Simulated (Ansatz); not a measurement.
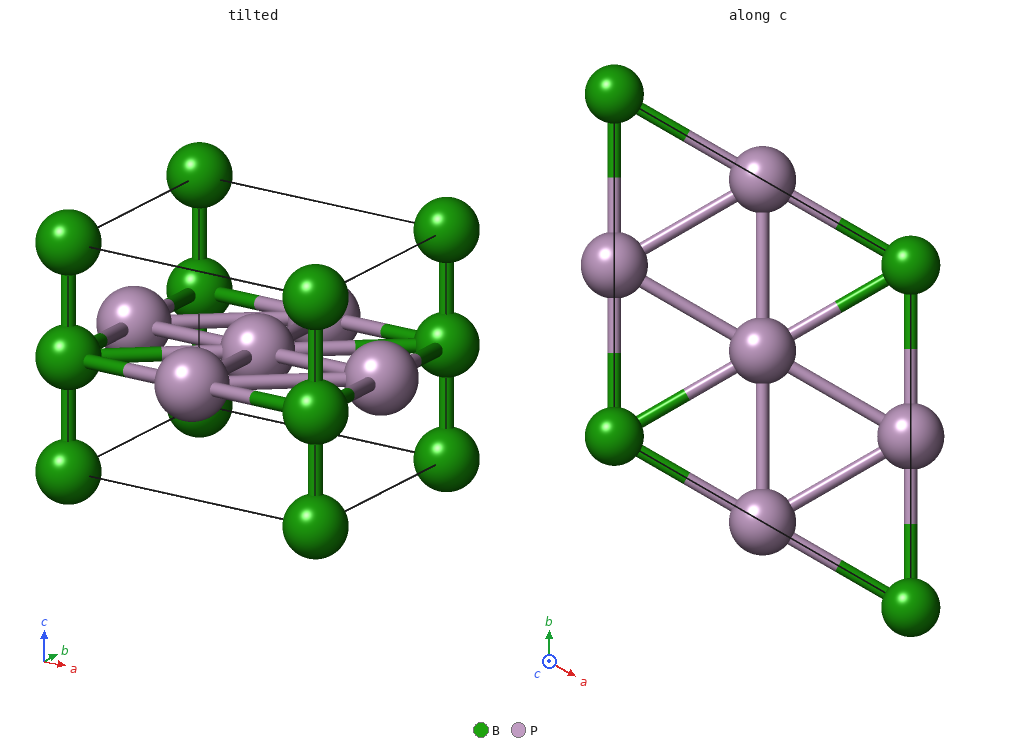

A ball-and-stick picture of a crystal structure, seen slightly off an axis and along the c axis. The edges of the conventional unit cell are marked. Cell: a = 5.09 Å, b = 5.09 Å, c = 3.09 Å, α = 90.00°, β = 90.00°, γ = 120.00°.

The structure was taken from a random cell made by a generator, so it need not be a real form of the compound. Earlier steps of the study, as a rule a relaxation of our own, may have changed the cell and positions, so they can lie some per cent off the listed ones. It went into a calculation with Ansatz.

### Give a description of the structure.

Chemical formula B2P3. It is primitive hexagonal, space group P6/mmm (No. 191). The cell has 5 atoms, namely 2 B, 3 P. Counting contacts within bonding distance, the coordination numbers are B 2 to 8 (mean 5.0) and P 6.

Setup: DFT PBE, scalar-relativistic, plane waves, PAW (Ansatz); a cutoff energy of 420 eV, k-point mesh 12×12×12, Gaussian smearing of 0.1 eV, no spin polarisation.

### Predict the gap.

A metal: bands cross the Fermi level.

### Give the Bader charge of each element.

B -0.69 to +0.69 e; P 0.00 e.

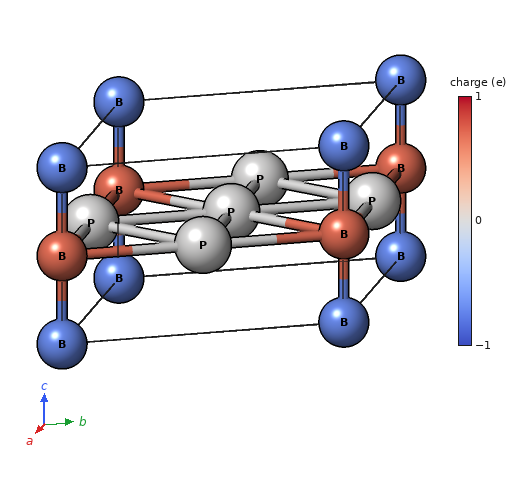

The atoms coloured by those charges. The run's cell of 5 atoms is drawn.

### Is the structure relaxed at this level of theory?

Yes. All forces vanish to within 0.01 eV/Å. The pressure is 0.0 GPa, close to zero.
